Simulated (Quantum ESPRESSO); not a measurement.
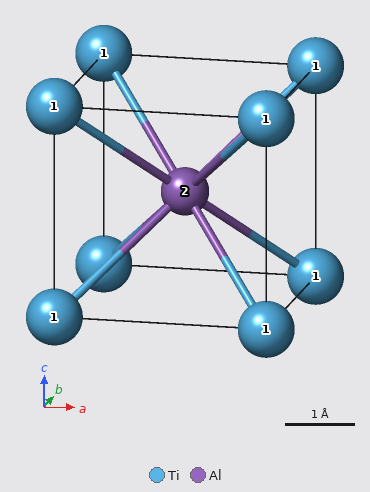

The structure as given in the input (ball-and-stick view of the cell of the calculation, seen slightly off an axis; atoms are numbered from 1 in the order of the input).

# Band-structure run, with input and output: TiAl (part 1 of 2)

The run: band-structure run of TiAl (Pm-3m, 2 atoms in the cell). Method and program: Kohn-Sham DFT of a periodic cell, PBE with D3(BJ), PseudoDojo 0.4 SR PBE stringent, no spin polarisation (Quantum ESPRESSO 7.5).

The structure derives from a Materials Project entry.

Input
```
&CONTROL
  calculation = 'scf'
  prefix = 'pwscf'
  outdir = './tmp'
  pseudo_dir = './pseudo'
  tprnfor = .true.
  tstress = .true.
  disk_io = 'low'
/
&SYSTEM
  ibrav = 0
  nat = 2
  ntyp = 2
  ecutwfc = 84
  nbnd = 13
  occupations = 'smearing'
  smearing = 'fd'
  degauss = 0.00734986
  vdw_corr = 'grimme-d3'
  dftd3_version = 4
/
&ELECTRONS
  conv_thr = 4d-10
  electron_maxstep = 120
  mixing_beta = 0.5
/
ATOMIC_SPECIES
Ti    47.8670 Ti.upf
Al    26.9815 Al.upf
CELL_PARAMETERS angstrom
   3.1790640000    0.0000000000    0.0000000000
   0.0000000000    3.1790640000    0.0000000000
   0.0000000000    0.0000000000    3.1790640000
ATOMIC_POSITIONS crystal
Ti     0.0000000000    0.0000000000    0.0000000000
Al     0.5000000000    0.5000000000    0.5000000000
K_POINTS automatic
8 8 8 0 0 0
```

File bands.in
```
&CONTROL
  calculation = 'bands'
  prefix = 'pwscf'
  outdir = './tmp'
  pseudo_dir = './pseudo'
  disk_io = 'low'
  verbosity = 'high'
/
&SYSTEM
  ibrav = 0
  nat = 2
  ntyp = 2
  ecutwfc = 84
  nbnd = 13
  occupations = 'smearing'
  smearing = 'fd'
  degauss = 0.00734986
  vdw_corr = 'grimme-d3'
  dftd3_version = 4
/
&ELECTRONS
  conv_thr = 1d-08
  electron_maxstep = 120
  mixing_beta = 0.5
  diago_full_acc = .true.
/
ATOMIC_SPECIES
Ti    47.8670 Ti.upf
Al    26.9815 Al.upf
CELL_PARAMETERS angstrom
   3.1790640000    0.0000000000    0.0000000000
   0.0000000000    3.1790640000    0.0000000000
   0.0000000000    0.0000000000    3.1790640000
ATOMIC_POSITIONS crystal
Ti     0.0000000000    0.0000000000    0.0000000000
Al     0.5000000000    0.5000000000    0.5000000000
K_POINTS crystal
60
 0.0000000000  0.0000000000  0.0000000000 1
 0.0000000000  0.0714285714  0.0000000000 1
 0.0000000000  0.1428571429  0.0000000000 1
 0.0000000000  0.2142857143  0.0000000000 1
 0.0000000000  0.2857142857  0.0000000000 1
 0.0000000000  0.3571428571  0.0000000000 1
 0.0000000000  0.4285714286  0.0000000000 1
 0.0000000000  0.5000000000  0.0000000000 1
 0.0714285714  0.5000000000  0.0000000000 1
 0.1428571429  0.5000000000  0.0000000000 1
 0.2142857143  0.5000000000  0.0000000000 1
 0.2857142857  0.5000000000  0.0000000000 1
 0.3571428571  0.5000000000  0.0000000000 1
 0.4285714286  0.5000000000  0.0000000000 1
 0.5000000000  0.5000000000  0.0000000000 1
 0.4545454545  0.4545454545  0.0000000000 1
 0.4090909091  0.4090909091  0.0000000000 1
 0.3636363636  0.3636363636  0.0000000000 1
 0.3181818182  0.3181818182  0.0000000000 1
 0.2727272727  0.2727272727  0.0000000000 1
 0.2272727273  0.2272727273  0.0000000000 1
 0.1818181818  0.1818181818  0.0000000000 1
 0.1363636364  0.1363636364  0.0000000000 1
 0.0909090909  0.0909090909  0.0000000000 1
 0.0454545455  0.0454545455  0.0000000000 1
 0.0000000000  0.0000000000  0.0000000000 1
 0.0357142857  0.0357142857  0.0357142857 1
 0.0714285714  0.0714285714  0.0714285714 1
 0.1071428571  0.1071428571  0.1071428571 1
 0.1428571429  0.1428571429  0.1428571429 1
 0.1785714286  0.1785714286  0.1785714286 1
 0.2142857143  0.2142857143  0.2142857143 1
 0.2500000000  0.2500000000  0.2500000000 1
 0.2857142857  0.2857142857  0.2857142857 1
 0.3214285714  0.3214285714  0.3214285714 1
 0.3571428571  0.3571428571  0.3571428571 1
 0.3928571429  0.3928571429  0.3928571429 1
 0.4285714286  0.4285714286  0.4285714286 1
 0.4642857143  0.4642857143  0.4642857143 1
 0.5000000000  0.5000000000  0.5000000000 1
 0.4545454545  0.5000000000  0.4545454545 1
 0.4090909091  0.5000000000  0.4090909091 1
 0.3636363636  0.5000000000  0.3636363636 1
 0.3181818182  0.5000000000  0.3181818182 1
 0.2727272727  0.5000000000  0.2727272727 1
 0.2272727273  0.5000000000  0.2272727273 1
 0.1818181818  0.5000000000  0.1818181818 1
 0.1363636364  0.5000000000  0.1363636364 1
 0.0909090909  0.5000000000  0.0909090909 1
 0.0454545455  0.5000000000  0.0454545455 1
 0.0000000000  0.5000000000  0.0000000000 1
 0.5000000000  0.5000000000  0.0000000000 1
 0.5000000000  0.5000000000  0.0625000000 1
 0.5000000000  0.5000000000  0.1250000000 1
 0.5000000000  0.5000000000  0.1875000000 1
 0.5000000000  0.5000000000  0.2500000000 1
 0.5000000000  0.5000000000  0.3125000000 1
 0.5000000000  0.5000000000  0.3750000000 1
 0.5000000000  0.5000000000  0.4375000000 1
 0.5000000000  0.5000000000  0.5000000000 1
```

Run on 1 thread of Arm Neoverse V2, 24 GiB of memory available, shared host.

Command:
```bash
OMP_NUM_THREADS=1 pw.x -in pw.in > pw.out
OMP_NUM_THREADS=1 pw.x -in bands.in > bands.out
```

Log
```
This program is part of the open-source Quantum ESPRESSO suite
     for quantum simulation of materials; please cite
         "P. Giannozzi et al., J. Phys.:Condens. Matter 21 395502 (2009);
         "P. Giannozzi et al., J. Phys.:Condens. Matter 29 465901 (2017);
         "P. Giannozzi et al., J. Chem. Phys. 152 154105 (2020);
          URL
     in publications or presentations arising from this work. More details at

     Message from routine setup:
     using ibrav=0 with symmetry is DISCOURAGED, use correct ibrav instead

     G-vector sticks info
     --------------------
     sticks:   dense  smooth     PW     G-vecs:    dense   smooth      PW
     Sum         973     973    293                22647    22647    3743

     Using Slab Decomposition

     bravais-lattice index     =            0
     lattice parameter (alat)  =       6.0076  a.u.
     unit-cell volume          =     216.8175 (a.u.)^3
     number of atoms/cell      =            2
     number of atomic types    =            2
     number of electrons       =        15.00
     number of Kohn-Sham states=           13
     kinetic-energy cutoff     =      84.0000  Ry
     charge density cutoff     =     336.0000  Ry
     scf convergence threshold =      4.0E-10
     mixing beta               =       0.5000
     number of iterations used =            8  plain     mixing
     Exchange-correlation= PBE
                           (   1   4   3   4   0   0   0)

     celldm(1)=   6.007560  celldm(2)=   0.000000  celldm(3)=   0.000000
     celldm(4)=   0.000000  celldm(5)=   0.000000  celldm(6)=   0.000000

     crystal axes: (cart. coord. in units of alat)
               a(1) = (   1.000000   0.000000   0.000000 )
               a(2) = (   0.000000   1.000000   0.000000 )
               a(3) = (   0.000000   0.000000   1.000000 )

     reciprocal axes: (cart. coord. in units 2 pi/alat)
               b(1) = (  1.000000  0.000000  0.000000 )
               b(2) = (  0.000000  1.000000  0.000000 )
               b(3) = (  0.000000  0.000000  1.000000 )

     PseudoPot. # 1 for Ti read from file:
     Ti.upf
     Pseudo is Norm-conserving + core correction, Zval = 12.0
     Generated using ONCVPSP code by D. R. Hamann
     Using radial grid of 1586 points,  6 beta functions with:
                l(1) =   0
                l(2) =   0
                l(3) =   1
                l(4) =   1
                l(5) =   2
                l(6) =   2

     PseudoPot. # 2 for Al read from file:
     Al.upf
     Pseudo is Norm-conserving + core correction, Zval =  3.0
     Generated using ONCVPSP code by D. R. Hamann
     Using radial grid of 1876 points,  6 beta functions with:
                l(1) =   0
                l(2) =   0
                l(3) =   1
                l(4) =   1
                l(5) =   2
                l(6) =   2

     atomic species   valence    mass     pseudopotential
     Ti               12.00    47.86700     Ti( 1.00)
     Al                3.00    26.98150     Al( 1.00)

     48 Sym. Ops., with inversion, found

   Cartesian axes

     site n.     atom                  positions (alat units)
         1        Ti     tau(   1) = (   0.0000000   0.0000000   0.0000000  )
         2        Al     tau(   2) = (   0.5000000   0.5000000   0.5000000  )

     --------------------------------------------
     DFT-D3 Dispersion Correction (3-body terms):
     --------------------------------------------
       Reference C6 values for interpolation:

         atom   Coordination number   C6
         Al         0.000          1081.08
         Al         0.965           875.51
         Al         1.931           513.50
         Al         2.915           307.19
         Ti         0.000          2723.84
         Ti         1.830           604.00
         Ti         3.868           643.18

       Values used:

         atom   Coordination number  R0_AB[au]  C6      C8
         Ti        10.977            3.557    643.18  76289.64
         Al         9.147            3.789    307.19  29441.29

         Molecular C6 ( Ry / a.u.^6 ) =      1837.45

     number of k points=    35  Fermi-Dirac smearing, width (Ry)=  0.0073
                       cart. coord. in units 2pi/alat
        k(    1) = (   0.0000000   0.0000000   0.0000000), wk =   0.0039062
        k(    2) = (   0.0000000   0.0000000   0.1250000), wk =   0.0234375
        k(    3) = (   0.0000000   0.0000000   0.2500000), wk =   0.0234375
        k(    4) = (   0.0000000   0.0000000   0.3750000), wk =   0.0234375
        k(    5) = (   0.0000000   0.0000000  -0.5000000), wk =   0.0117188
        k(    6) = (   0.0000000   0.1250000   0.1250000), wk =   0.0468750
        k(    7) = (   0.0000000   0.1250000   0.2500000), wk =   0.0937500
        k(    8) = (   0.0000000   0.1250000   0.3750000), wk =   0.0937500
        k(    9) = (   0.0000000   0.1250000  -0.5000000), wk =   0.0468750
        k(   10) = (   0.0000000   0.2500000   0.2500000), wk =   0.0468750
        k(   11) = (   0.0000000   0.2500000   0.3750000), wk =   0.0937500
        k(   12) = (   0.0000000   0.2500000  -0.5000000), wk =   0.0468750
        k(   13) = (   0.0000000   0.3750000   0.3750000), wk =   0.0468750
        k(   14) = (   0.0000000   0.3750000  -0.5000000), wk =   0.0468750
        k(   15) = (   0.0000000  -0.5000000  -0.5000000), wk =   0.0117188
        k(   16) = (   0.1250000   0.1250000   0.1250000), wk =   0.0312500
        k(   17) = (   0.1250000   0.1250000   0.2500000), wk =   0.0937500
        k(   18) = (   0.1250000   0.1250000   0.3750000), wk =   0.0937500
        k(   19) = (   0.1250000   0.1250000  -0.5000000), wk =   0.0468750
        k(   20) = (   0.1250000   0.2500000   0.2500000), wk =   0.0937500
        k(   21) = (   0.1250000   0.2500000   0.3750000), wk =   0.1875000
        k(   22) = (   0.1250000   0.2500000  -0.5000000), wk =   0.0937500
        k(   23) = (   0.1250000   0.3750000   0.3750000), wk =   0.0937500
        k(   24) = (   0.1250000   0.3750000  -0.5000000), wk =   0.0937500
        k(   25) = (   0.1250000  -0.5000000  -0.5000000), wk =   0.0234375
        k(   26) = (   0.2500000   0.2500000   0.2500000), wk =   0.0312500
        k(   27) = (   0.2500000   0.2500000   0.3750000), wk =   0.0937500
        k(   28) = (   0.2500000   0.2500000  -0.5000000), wk =   0.0468750
        k(   29) = (   0.2500000   0.3750000   0.3750000), wk =   0.0937500
        k(   30) = (   0.2500000   0.3750000  -0.5000000), wk =   0.0937500
        k(   31) = (   0.2500000  -0.5000000  -0.5000000), wk =   0.0234375
        k(   32) = (   0.3750000   0.3750000   0.3750000), wk =   0.0312500
        k(   33) = (   0.3750000   0.3750000  -0.5000000), wk =   0.0468750
        k(   34) = (   0.3750000  -0.5000000  -0.5000000), wk =   0.0234375
        k(   35) = (  -0.5000000  -0.5000000  -0.5000000), wk =   0.0039062

     Dense  grid:    22647 G-vectors     FFT dimensions: (  36,  36,  36)

     Initial potential from superposition of free atoms

     starting charge      14.9960, renormalised to      15.0000
     Starting wfcs are   14 randomized atomic wfcs

     Self-consistent Calculation

     iteration #  1     ecut=    84.00 Ry     beta= 0.50
     Davidson diagonalization with overlap
     ethr =  1.00E-02,  avg # of iterations =  3.1

     Threshold (ethr) on eigenvalues was too large:
     Diagonalizing with lowered threshold

     Davidson diagonalization with overlap
     ethr =  1.79E-04,  avg # of iterations =  3.9

     total energy              =    -123.44664922 Ry
     estimated scf accuracy    <       0.03442874 Ry

     iteration #  2     ecut=    84.00 Ry     beta= 0.50
     Davidson diagonalization with overlap
     ethr =  2.30E-04,  avg # of iterations =  2.1

     total energy              =    -123.45063053 Ry
     estimated scf accuracy    <       0.01280458 Ry

     iteration #  3     ecut=    84.00 Ry     beta= 0.50
     Davidson diagonalization with overlap
     ethr =  8.54E-05,  avg # of iterations =  2.1

     total energy              =    -123.45280093 Ry
     estimated scf accuracy    <       0.00154879 Ry

     iteration #  4     ecut=    84.00 Ry     beta= 0.50
     Davidson diagonalization with overlap
     ethr =  1.03E-05,  avg # of iterations =  2.0
```
